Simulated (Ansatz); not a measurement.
Band-structure calculation of Se

System: Se (3 atoms in the cell).
Method: DFT, PBE, all-electron LAPW, scalar-relativistic, no spin polarisation (Ansatz 0.2.0).

The structure derives from an entry of the Crystallography Open Database. It belongs to a series of runs on one base structure; here: equal xx and yy strain of +1 %. Figures and captions count atoms from 1; the log counts them from 0 in places.

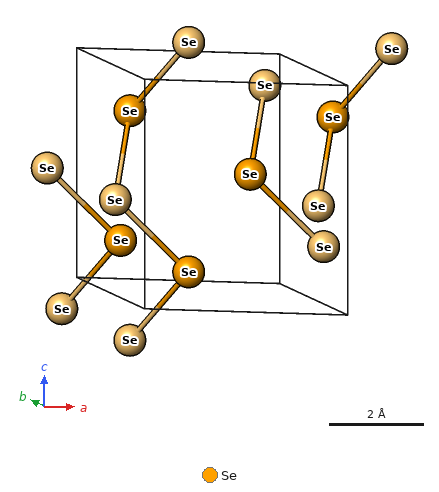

Figure 1. The structure as given in the input (ball-and-stick view of the cell of the calculation, seen slightly off an axis; neighbours outside the cell are drawn fainter).

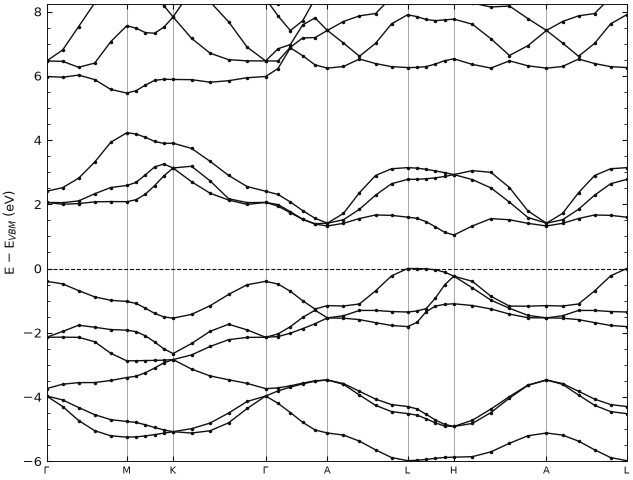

Figure 2. Band structure along Γ–M–K–Γ–A–L–H–A–L, with energies from the valence-band top. There is a gap of 1.04 eV on this path, indirect, from L to H.

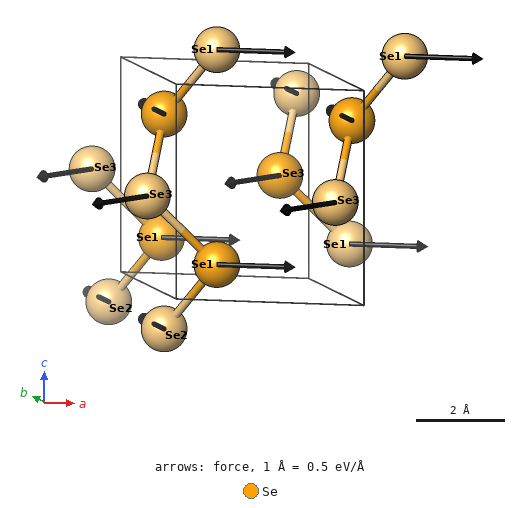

Figure 3. Forces on the atoms as black arrows (ball-and-stick view of the cell of the calculation, seen slightly off an axis; neighbours outside the cell are drawn fainter; atoms are numbered from 1 in the order of the input). The largest act on all 3 Se atoms (0.92 eV/Å). The geometry is not a stationary point of this energy.

These pictures come from the run below.

Input file
```yaml
crystal:
  lattice:
    - [4.3987213744, 0.0, 0.0]
    - [-2.1993606872, 3.8094044544, 0.0]
    - [0.0, 0.0, 4.94945]
  atoms:
    - { symbol: Se, position: [0.217, 0.0, 0.1666666667] }
    - { symbol: Se, position: [0.0, 0.217, 0.8333333333] }
    - { symbol: Se, position: [0.783, 0.783, 0.5] }
kpoints:
  mp_grid: { grid: [8, 8, 6] }
  band_path:
    path:
      - [0.0, 0.0, 0.0]
      - [0.5, 0.0, 0.0]
      - [0.3333333333, 0.3333333333, 0.0]
      - [0.0, 0.0, 0.0]
      - [0.0, 0.0, 0.5]
      - [0.5, 0.0, 0.5]
      - [0.3333333333, 0.3333333333, 0.5]
      - [0.0, 0.0, 0.5]
      - [0.5, 0.0, 0.5]
    npoints: 5
scf:
  occupations: { method: fermi_dirac, width: 0.03 }
hamiltonian:
  xc: pbe
  pseudopotentials: { kind: all_electron, lapw: { basis_error: 0.0005 } }
output:
  forces: true
  stress: true
  eigenvalues: true
```

Launch command:
```bash
ansatz run input.yaml --threads 1 --pin off --max-ram 4096MiB --backend cpu --events-out ev --progress --plain --runs-dir out
```

The program's output
```
LAPW: plane waves up to 9.836 Å⁻¹, error target 5.0e-4 eV per atom; small_component_spin mean_spin; Se in spheres of 1.168 Å, 24 of its electrons in bands, Dirac shells [] (how accurate: hamiltonian.pseudopotentials.lapw.basis_error, Limitations)
Engine: ansatz 0.2.0, x86_64-unknown-linux-gnu
Pseudopotentials: kind: all_electron
Pseudopotential: Se, LAPW, valence charge 24, lapw/all_electron/scalar/gaussian/Se, Koelling and Harmon's equation, gaussian nucleus
Functional definition: PBE
  parameter kappa = 0.804
  parameter beta = 0.06672455060314922
  exchange = pbe_x(kappa = kappa, mu = beta*pi^2/3)
  correlation = pbe_c(beta = beta)
Crystal: 3 atoms, lattice volume = 82.936 Å³
Basis set: ecut = 368.57345679964163 eV, 1299 PW (Γ), exchange–correlation at level 2
Bands: 44, of which v1, the nominal top of the filled ones, is band 36 counted from 1 (35 counted from 0)
Symmetry: 6 space group operations
Space group: P3221 (ITA 154), of the structure as read, at distance tolerance 4.4e-5 Å
k-points: 50 of 384 (time reversal used)
Non-local potential: Se, projectors of the file, none
Initial density: superposition of atomic densities (chi_scale 0.1, normalization cell)
Initial wavefunctions: plane waves of lowest kinetic energy (no species holds an atomic orbital)
Functional: x = pbe(κ = 0.804, μ = 0.2195149727645171), c = pbe(β = 0.06672455060314922)
iter 1 solved again at ethr=3.74e-4 eV; its pass at ethr=1.00e-1 eV (dr2=2.69e-1 eV) is discarded
SCF iter   1: F=—  HF=-198376.983737 eV  |F-HF|=—  |Δ(HF+E_count)|=         —  Δρ=2.14e-2  dr2=2.69e-1  ethr=3.74e-4  ⟨swp⟩=2.5  Hψ=13716  notcnv=0
preconditioner: auto → Resta (q_TF=auto, 2.665 Å⁻¹)  ε∞=3.0  [insulator: Δε(μ)=1.268 eV  Ē_g=12.371 eV  σ=0.030 eV  W_gap=1.00  n_scr=22 (ndim 8)  ℏωp=17.3 eV  f_vac=0.197  D(μ)=0.00/eV (n_scr^D=0)  ε∞_Penn≈3.0]
SCF iter   2: F=—  HF=-198376.923323 eV  |F-HF|=—  |Δ(HF+E_count)|=   6.04e-2  Δρ=1.20e-2  dr2=9.18e-2  ethr=3.73e-4  ⟨swp⟩=2.0  Hψ=6350  notcnv=0
iter 3 solved again at ethr=4.03e-6 eV; its pass at ethr=1.28e-4 eV (dr2=2.90e-3 eV) is discarded
SCF iter   3: F=—  HF=-198376.911098 eV  |F-HF|=—  |Δ(HF+E_count)|=   1.22e-2  Δρ=1.86e-3  dr2=2.88e-3  ethr=4.03e-6  ⟨swp⟩=2.0  Hψ=10800  notcnv=0
SCF iter   4: F=—  HF=-198376.915163 eV  |F-HF|=—  |Δ(HF+E_count)|=         —  Δρ=5.22e-4  dr2=3.22e-4  ethr=4.00e-6  ⟨swp⟩=2.1  Hψ=6011  notcnv=0
the basis was enlarged: its passes take 744.1 KiB over the memory plan, 1 of 1 planned eigensolver slots
SCF iter   5: F=—  HF=-198376.915147 eV  |F-HF|=—  |Δ(HF+E_count)|=   1.56e-5  Δρ=1.97e-4  dr2=4.12e-5  ethr=4.48e-7  ⟨swp⟩=3.0  Hψ=6404  notcnv=0
SCF iter   6: F=—  HF=-198376.915198 eV  |F-HF|=—  |Δ(HF+E_count)|=   5.05e-5  Δρ=7.36e-5  dr2=6.30e-6  ethr=5.73e-8  ⟨swp⟩=3.0  Hψ=6308  notcnv=0
SCF iter   7: F=—  HF=-198376.915202 eV  |F-HF|=—  |Δ(HF+E_count)|=   3.60e-6  Δρ=4.22e-5  dr2=1.83e-6  ethr=8.75e-9  ⟨swp⟩=3.0  Hψ=6239  notcnv=0
SCF iter   8: F=—  HF=-198376.915207 eV  |F-HF|=—  |Δ(HF+E_count)|=   5.03e-6  Δρ=1.00e-5  dr2=1.12e-7  ethr=2.54e-9  ⟨swp⟩=3.0  Hψ=6389  notcnv=0
SCF iter   9: F=-198376.915207 eV  HF=-198376.915207 eV  |F-HF|=6.00e-9  |Δ(HF+E_count)|=   3.16e-7  Δρ=2.11e-6  dr2=4.07e-9  ethr=1.56e-10  ⟨swp⟩=3.0  Hψ=6394  notcnv=0
SCF 1 converged in 9 iterations: F = -198376.915207 eV  dr2 = 4.07e-9
NSCF: frozen V_eff on 41 k-points
SCF converged after 9 iterations
Free energy (F): -198376.915207 eV
Harris-Foulkes:  -198376.915207 eV  (|F-HF|=6.00e-9)
Internal energy: -198376.915207 eV  (E = F + TS)
E sigma→0 (E₀):  -198376.915207 eV
Fermi energy:    7.815844 eV
--- Per-component energies (eV) ---
  E_band       = -4948.393274
  E_kinetic    = 203084.827997
  E_xc         = -7185.994202
  E_electrostatic = -394275.749001  (all electrons and nuclei)
  E_smearing   = -0.000000  (= −TS)
  E_closure    = 0.000000  (closes the sum)
  E_atoms      = -198366.516022  (free atoms, spherical and without spin; not in F)
  Σ components = -198376.915207   (vs F -198376.915207, Δ=0.00e0)
  Basis errors (estimates in eV, not in F): energy 2.8e-4 per atom: plane waves 2.6e-4 (1.5e-4 summed), levels above the bands 1.5e-121, relativity 5.8e-8, radial functions 1.7e-5, core shells 1.7e-10; eigenvalues (radial functions only) 2.4e-7; not estimated: angular momenta, meshes, grids; target (lapw.basis_error) 5.0e-4; muffin-tin radii Se 1.168 Å
--- Forces (eV/Å), atoms counted from 1 ---
  atom   1  Se     0.92368247     0.00000000     0.00000000
  atom   2  Se    -0.46184123     0.79993248    -0.00000000
  atom   3  Se    -0.46184123    -0.79993248    -0.00000000
  max |Σ_I F_I| component: 1.11e-16 eV/Å
--- Stress (GPa, compression-positive) ---
        3.661999      -0.000000       0.000000
        0.000000       3.661999      -0.000000
        0.000000       0.000000       5.970049
  P = ⅓ Tr σ = 4.4313 GPa (44.313 kbar)
--- Band table (eV; the first three rows and the last of 50) ---
  k-point 0: bands = ["-201.1661", "-201.1657", "-201.1657", "-140.7457", "-140.7457", "-140.7423", "-140.6818", "-140.6798", "-140.6798", "-140.4713", "-140.4713", "-140.4712", "-41.0163", "-41.0163", "-40.9726", "-40.9631", "-40.9631", "-40.9091", "-40.8081", "-40.8018", "-40.8018", "-40.7556", "-40.7556", "-40.7516", "-40.7347", "-40.7039", "-40.7039", "-8.7661", "-4.5379", "-4.5379", "3.2706", "3.2706", "3.5003", "5.0997", "5.0997", "6.8405", "9.2977", "9.2977", "9.6462", "13.2179", "13.7027", "13.7027", "15.6389", "15.9828"]
  k-point 1: bands = ["-201.1661", "-201.1657", "-201.1656", "-140.7463", "-140.7450", "-140.7425", "-140.6818", "-140.6803", "-140.6795", "-140.4713", "-140.4713", "-140.4712", "-41.0271", "-41.0035", "-40.9734", "-40.9678", "-40.9564", "-40.9128", "-40.8080", "-40.8040", "-40.7996", "-40.7569", "-40.7543", "-40.7517", "-40.7328", "-40.7085", "-40.7008", "-8.6317", "-5.6755", "-3.4238", "2.8556", "3.5106", "3.5626", "5.1860", "5.3425", "6.6187", "9.0476", "9.0931", "9.3973", "13.8646", "13.9464", "14.2575", "14.7748", "15.3959"]
  k-point 2: bands = ["-201.1660", "-201.1658", "-201.1655", "-140.7467", "-140.7442", "-140.7429", "-140.6815", "-140.6807", "-140.6793", "-140.4713", "-140.4713", "-140.4712", "-41.0343", "-40.9912", "-40.9763", "-40.9706", "-40.9472", "-40.9227", "-40.8076", "-40.8058", "-40.7979", "-40.7579", "-40.7532", "-40.7520", "-40.7277", "-40.7143", "-40.6989", "-8.2332", "-6.7169", "-2.5272", "2.3615", "3.6798", "3.6997", "5.4185", "5.8156", "6.1340", "8.7096", "8.7151", "8.9572", "13.7522", "14.3978", "15.0565", "15.2401", "15.4907"]
  k-point 49: bands = ["-201.1659", "-201.1659", "-201.1655", "-140.7468", "-140.7435", "-140.7435", "-140.6812", "-140.6812", "-140.6792", "-140.4713", "-140.4713", "-140.4713", "-41.0367", "-40.9817", "-40.9817", "-40.9715", "-40.9353", "-40.9353", "-40.8070", "-40.8070", "-40.7972", "-40.7586", "-40.7523", "-40.7523", "-40.7219", "-40.7218", "-40.6971", "-7.2573", "-7.2129", "-3.1909", "1.3527", "2.3555", "2.4161", "6.1142", "6.6349", "7.1491", "8.4078", "10.0937", "10.2388", "13.6857", "14.9720", "15.8098", "16.0647", "17.4904"]
```

Key numbers

| quantity | value |
| --- | --- |
| outcome | converged |
| space group (tolerance 0.01 Å) | P3₂21 (154) |
| electrons in bands (core shells apart) | 72 |
| free energy | −198376.9152 eV |
| Fermi energy | 7.816 eV |
| gap on the k-point mesh | 1.17 eV |
| pressure | 4.43 GPa |
| largest force (length of the vector) | 0.924 eV/Å |
| hardware | 1 thread of Intel Xeon (Sapphire Rapids), 64 GiB of memory available, shared host |
| wall time | 75 s |
| peak memory | 0.54 GiB |
